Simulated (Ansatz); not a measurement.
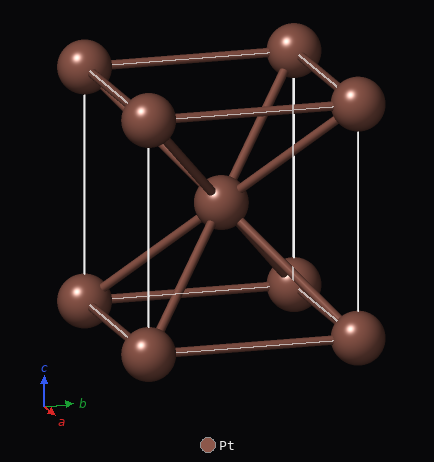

The image is a ball-and-stick drawing of a crystal, viewed from a general direction. The conventional unit cell is outlined; an atom on or near a face, edge or corner is repeated at each equivalent position.

Pt, space group I4/mmm (No. 139), a = 3.01 Å, b = 3.01 Å, c = 3.33 Å, α = 90.00°, β = 90.00°, γ = 90.00°.

Level of theory and settings: Ansatz, DFT PBEsol, scalar-relativistic, plane waves, PAW, plane waves up to 420 eV, k-points about 0.13 Å⁻¹ apart, Gaussian smearing of 0.15 eV, no spin polarisation.

Is the electronic structure metallic or gapped?

Answer. A metal: bands cross the Fermi level.

What is the computed pressure?

Answer. The computed pressure is 2.0 GPa (compressed: it would expand). The stress isn't hydrostatic: its largest component is 6.7 GPa.

Its origin is a structure listed in the Materials Project. The cell was then strained or its atoms displaced on purpose. A calculation with Ansatz used it as input.
